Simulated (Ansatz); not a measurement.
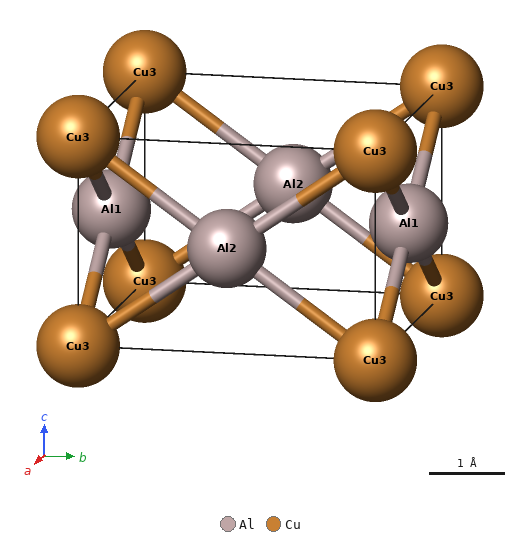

Figure 1. The structure (ball-and-stick view of the cell of the calculation, seen slightly off an axis; atoms are numbered from 1 in the order of the input). An atom can appear more than once, as a periodic image.

## Al₂Cu: a failed or faulty run and its cure

System: Al₂Cu (3 atoms in the cell).
Method of run 1: DFT PBEsol, scalar-relativistic, plane waves, PAW (Ansatz 0.2.0).

The structure derives from a Materials Project entry. Text and figures count atoms from 1; the logs count them from 0 in places.

**The input, run 1**
```yaml
crystal:
  lattice:
    - [4.105182, 0.0, 0.0]
    - [0.0, 4.105182, 0.0]
    - [0.0, 0.0, 2.891313]
  atoms:
    - { symbol: Al, position: [0.5, 0.0, 0.5] }
    - { symbol: Al, position: [0.0, 0.5, 0.5] }
    - { symbol: Cu, position: [0.0, 0.0, 0.0] }
basis:
  ecutwfc: 420
kpoints:
  mp_grid: { grid: [10, 10, 14] }
hamiltonian:
  xc: pbesol
scf:
  occupations: { method: gaussian, width: 0.1 }
  max_iterations: 100
output:
  forces: true
  stress: true
  eigenvalues: true
```

Launched with:
```bash
ansatz run input.yaml --threads 1 --pin off --max-ram 2560MiB --backend cpu --events-out ev --progress --plain --runs-dir out
```

Hardware: 1 thread of Intel Xeon @ 2.50GHz (Skylake/Cascade Lake), 192 GiB of memory available, shared host.

**Output (run 1)**
```
Error: YAML parse error: error: line 18 column 3: unknown field `max_iterations`, expected one of max_iter, algorithm, n_extra_bands, self_checks, convergence, lower_state_search, omitted_lower_state_checks, lower_solution_reach, mixing, occupations, eigensolver, initial_density, exx
  --> <input>:18:3
   |
16 | scf:
17 |   occupations: { method: gaussian, width: 0.1 }
18 |   max_iterations: 100
   |   ^ unknown field `max_iterations`, expected one of max_iter, algorithm, n_extra_bands, self_checks, convergence, lower_state_search, omitted_lower_state_checks, lower_solution_reach, mixing, occupations, eigensolver, initial_density, exx
19 | output:
20 |   forces: true
   |
```

**Diagnose this run and give a change of the input that cures it.**

The program refused the input: “YAML parse error: error: line 18 column 3: unknown field `max_iterations`, expected one of max_iter, algorithm, n_extra_bands, self_checks, convergence, lower_state_search, omitted_lower_state_checks, lower_solution_reach, mixing, occupations, eigensolver, initial_density, exx --> <input>:18:3 | 16 | scf: 17 | …”

A run of the same system that converges differs from this input as follows (lines with − go, lines with + come):
```diff
-  max_iterations: 100
+  populations: true
```

**Output, shortened to warnings, some set-up lines, iterations and results (run 2)**
```
Basis set: ecut = 420 eV, 945 PW (Γ), exchange–correlation on 60×60×40 points (8 copies of the dense FFT grid, shifted against one another)
Symmetry: 16 space group operations
k-points: 168 of 1400
Initial density: superposition of atomic densities (neutral atoms: chi_scale 0, normalization atom), corrected by the library's trained network
[...]
SCF iter   1: F=—  HF=-7637.956612 eV  |F-HF|=—  |Δ(HF+E_count)|=         —  Δρ=1.34e-2  dr2=5.34e-2  ethr=1.77e-3  ⟨swp⟩=5.2  Hψ=14480  notcnv=0
SCF iter   2: F=—  HF=-7637.947985 eV  |F-HF|=—  |Δ(HF+E_count)|=   8.63e-3  Δρ=1.17e-3  dr2=9.33e-4  ethr=2.14e-4  ⟨swp⟩=2.0  Hψ=5859  notcnv=0  defer=28
SCF iter   3: F=—  HF=-7637.947408 eV  |F-HF|=—  |Δ(HF+E_count)|=   5.77e-4  Δρ=1.49e-3  dr2=1.19e-3  ethr=3.73e-6  ⟨swp⟩=2.3  Hψ=4460  notcnv=0  defer=28
SCF iter   4: F=—  HF=-7637.947187 eV  |F-HF|=—  |Δ(HF+E_count)|=   2.21e-4  Δρ=5.99e-4  dr2=2.35e-4  ethr=3.73e-6  ⟨swp⟩=1.5  Hψ=3318  notcnv=0  defer=28
SCF iter   5: F=—  HF=-7637.947153 eV  |F-HF|=—  |Δ(HF+E_count)|=   3.34e-5  Δρ=1.55e-4  dr2=1.87e-5  ethr=9.38e-7  ⟨swp⟩=1.3  Hψ=2918  notcnv=0  defer=28
SCF iter   6: F=—  HF=-7637.947173 eV  |F-HF|=—  |Δ(HF+E_count)|=   1.99e-5  Δρ=2.85e-5  dr2=6.98e-7  ethr=7.49e-8  ⟨swp⟩=2.5  Hψ=4010  notcnv=0  defer=28
SCF iter   7: F=-7637.947173 eV  HF=-7637.947173 eV  |F-HF|=7.09e-9  |Δ(HF+E_count)|=   1.59e-7  Δρ=5.09e-6  dr2=1.71e-8  ethr=4.00e-10  ⟨swp⟩=5.9  Hψ=12577  notcnv=0
SCF 1 converged in 7 iterations: F = -7637.947173 eV  dr2 = 1.71e-8
SCF converged after 7 iterations
Free energy (F): -7637.947173 eV
Harris-Foulkes:  -7637.947173 eV  (|F-HF|=7.09e-9)
Internal energy: -7637.942668 eV  (E = F + TS)
E sigma→0 (E₀):  -7637.944921 eV
Entropy (-TS):   -0.004505 eV (-1.502 meV/atom)
Fermi energy:    9.211975 eV
--- Per-component energies (eV) ---
  E_band       = -498.529118
  E_kinetic    = 345.393922
  E_local      = -6179.164919  (includes V_loc(G=0)·N_el)
  E_nonlocal   = 407.042131
  E_hartree    = 2775.796119
  E_xc         = -168.125068
  E_vxc        = -174.168130  (∫ρ·V_xc dr)
  E_paw        = -2531.649352  (= ΣΔE_a)
  E_vpaw       = -449.223408  (= ΣTr[D̂ρ^β])
  E_aug_tail   = 0.000235  (compensation charges beyond the density's cutoff)
  E_ewald      = -2287.480215
  E_core_change = 0.244480  (= ΣΔE_core)
  E_smearing   = -0.004505  (= −TS)
  E_closure    = -0.000000  (closes the sum)
  Σ components = -7637.947173   (vs F -7637.947173, Δ=0.00e0)
--- Forces (eV/Å), atoms counted from 1 ---
  atom   1  Al     0.00000000    -0.00000000     0.00000000
  atom   2  Al     0.00000000     0.00000000     0.00000000
  atom   3  Cu    -0.00000000    -0.00000000     0.00000000
  max |Σ_I F_I| component: 3.70e-31 eV/Å
--- Stress (GPa, compression-positive) ---
       -2.064875       0.000000       0.000000
        0.000000      -2.064875       0.000000
        0.000000       0.000000      -3.072010
  P = ⅓ Tr σ = -2.4006 GPa (-24.006 kbar)
--- Löwdin populations: 3 sites ---
  site symbol       q [e]
     0     Al      3.2577
     1     Al      3.2577
     2     Cu     18.3296
  spilling = 0.006201 (of n_electrons = 25.000000)
```

**The two runs side by side**

```tsv
quantity	run 1	run 2
outcome	refused	converged
free energy per atom (eV)	–	−2545.9824
gap on the mesh (eV)	–	0.00
pressure (GPa)	–	−2.40
volume per atom (Å³)	–	16.24
largest force (eV/Å)	–	0.000
SCF iterations	–	7
irreducible k-points	–	168
plane waves at Γ	–	945
```
